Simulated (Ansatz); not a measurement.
# Si: what the fields show

Input file:

```
crystal:
  lattice:
    - [-3.2836945433, 3.2836945433, 3.2836945433]
    - [3.2836945433, -3.2836945433, 3.2836945433]
    - [3.2836945433, 3.2836945433, -3.2836945433]
  atoms:
    - { symbol: Si, position: [0.1927562891, 0.1927562891, 0.1927562891] }
    - { symbol: Si, position: [0.5, 0.0, 0.2955162915] }
    - { symbol: Si, position: [0.2955162915, 0.5, 0.0] }
    - { symbol: Si, position: [0.0, 0.2955162915, 0.5] }
    - { symbol: Si, position: [0.7955162915, 0.7955162915, 0.7955162915] }
    - { symbol: Si, position: [0.5, 0.0, 0.7044837085] }
    - { symbol: Si, position: [0.7044837085, 0.5, 0.0] }
    - { symbol: Si, position: [0.0, 0.7044837085, 0.5] }
basis:
  ecutwfc: 420
kpoints:
  mp_grid: { grid: [8, 8, 8] }
hamiltonian:
  xc: lda
scf:
  occupations: { method: gaussian, width: 0.15 }
output:
  forces: true
  stress: true
  eigenvalues: true
  write_density: true
  write_potential: true
  elf: true
  volumetric_format: npy
```

Run with:

```sh
ansatz run input.yaml --threads 2 --pin off --max-ram 5120MiB --backend cpu --events-out ev --progress --plain --runs-dir out
```

Below, planes, directions and counts refer to the conventional cell (a = 9.29 Å, b = 9.29 Å, c = 5.69 Å, α = 90.00°, β = 90.00°, γ = 120.00°).

Space group R3; changed on purpose from its base cell (atom 1 (Si) moved +0.067 A towards its neighbour atom 5 (Si) at 2.326 A); not relaxed (largest force 0.7 eV/Å).

The calculation used DFT LDA, scalar-relativistic, plane waves, PAW (Ansatz).

The density is the valence pseudo-density of a PAW calculation; it isn't the true density close to the nuclei.

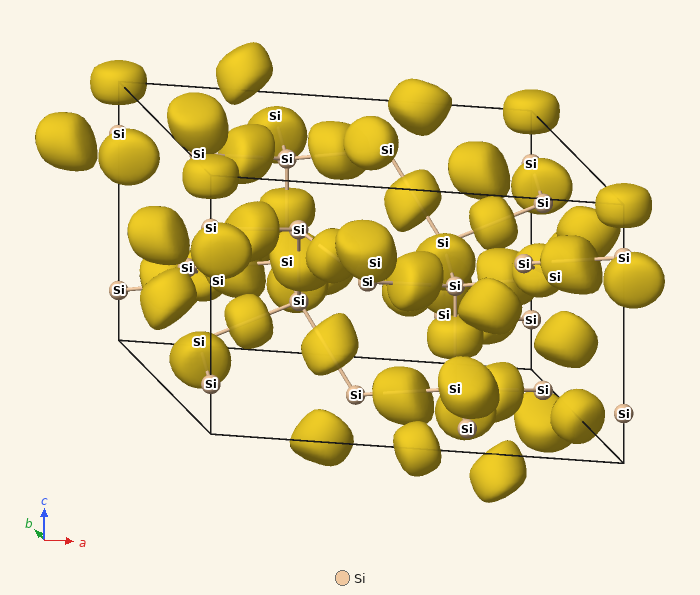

Figure 1. Isosurface of the electron localisation function at 0.8 (yellow), seen slightly off an axis. Core shells and regions of very low density are left out. Sticks mark near contacts.

> What do the ELF domains correspond to?

The ELF exceeds this value in 48 regions between bonded Si–Si atoms, counted in one cell of 24 atoms. Any copies at cell faces, edges or corners count once. Profiles from the grid: Si–Si (2.26 Å): the ELF peaks at about 0.95 between the atoms. Si–Si (2.33 Å): the ELF peaks at about 0.95 between the atoms.

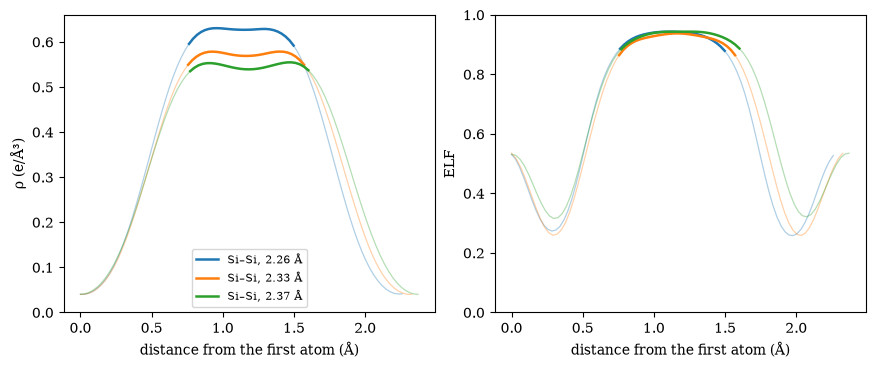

Figure 2. Valence pseudo-density and ELF along straight lines between neighbouring atoms. Thin, pale parts lie inside the atomic spheres.

> Compare the contacts.

Si–Si (2.26 Å): the density is about 0.63 e/Å³ at the midpoint; the ELF peaks at about 0.95 between the atoms.
Si–Si (2.33 Å): ρ is about 0.57 e/Å³ halfway; the ELF peaks at about 0.95 between the atoms.
Si–Si (2.37 Å): the density is about 0.54 e/Å³ at the midpoint; the ELF peaks at about 0.95 between the atoms.

> Metal or insulator at this level of theory?

It is gapless in this calculation (a metal or semimetal).
